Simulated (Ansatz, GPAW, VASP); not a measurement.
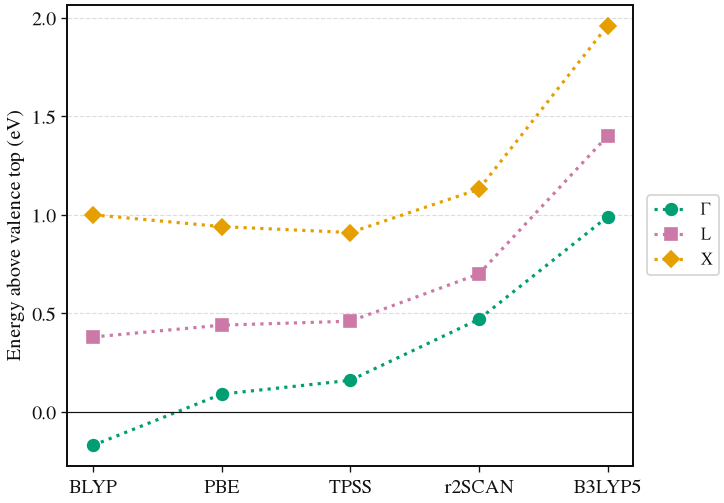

Lowest conduction level at each named k point, counted from the valence-band top at Γ, by several methods on one cell of zincblende GaSb, space group F-43m, 2 atoms in the primitive cell; cubic a = 6.118 Å. All runs are without spin-orbit coupling and carry no moments. A negative value at Γ means that the s-like level, then filled, lies under the p-like triplet: the bands are inverted and there is no gap.

| method | program | Γ (eV) | L (eV) | X (eV) |
| --- | --- | --- | --- | --- |
| BLYP | Ansatz | −0.17 | 0.38 | 1.00 |
| PBE | GPAW | 0.09 | 0.44 | 0.94 |
| TPSS | VASP | 0.16 | 0.46 | 0.91 |
| r2SCAN | Ansatz | 0.47 | 0.70 | 1.13 |
| B3LYP5 | Ansatz | 0.99 | 1.40 | 1.96 |

Q: Estimate the HSEsol values. It was run as: HSEsol, Ansatz PAW, 4×4×4 k mesh, 420 eV cutoff, Fermi-Dirac smearing of 0.05 eV (Ansatz 0.2.0).

A: HSEsol gives 0.79 eV at Γ, 1.00 eV at L and 1.41 eV at X, which is +0.70 eV from PBE at Γ.

Q: Which methods leave a gap at Γ?

A: PBE (0.09 eV), TPSS (0.16 eV), r2SCAN (0.47 eV), HSEsol (0.79 eV) and B3LYP5 (0.99 eV); under BLYP the bands are inverted and the gap is closed.

Q: How do the methods rank at Γ?

A: From low to high: BLYP −0.17, PBE 0.09, TPSS 0.16, r2SCAN 0.47, HSEsol 0.79, B3LYP5 0.99 eV. Too close to rank are PBE against TPSS (different programs, potentials and cutoffs).

Settings. BLYP: Ansatz PAW, 8×8×8 k mesh, 420 eV cutoff, Fermi-Dirac smearing of 0.05 eV (Ansatz). PBE: GPAW PAW data sets (gpaw-data 1.2.1), 8×8×8 k mesh, 600 eV cutoff, Gaussian smearing of 0.011 eV (GPAW). TPSS: VASP PAW PBE potentials, release 64 (Sb, Ga_d), 8×8×8 k mesh, 520 eV cutoff, Fermi-Dirac smearing of 0.05 eV (VASP 6.6.1). r2SCAN: Ansatz PAW, 8×8×8 k mesh, 500 eV cutoff, Fermi-Dirac smearing of 0.05 eV (Ansatz 0.2.0). B3LYP5: Ansatz PAW, 4×4×4 k mesh, 420 eV cutoff, Fermi-Dirac smearing of 0.05 eV (Ansatz 0.2.0).

These are six of the 46 methods that were run on this cell. Runs that lie over 0.07 eV from the median of the programs for their method weren't drawn. The runs come from different programs and meshes, which adds differences of its own. Spin-orbit coupling is left out, which matters for Sb. BLYP, TPSS, r2SCAN, HSEsol and B3LYP5: the PAW data sets were made with another functional. LDA, GGA and most meta-GGA functionals understate gaps. HSEsol and B3LYP5: the k mesh is coarse, so the values aren't converged, least of all with exact exchange. Measured GaSb has a positive gap at its own volume; BLYP close it.
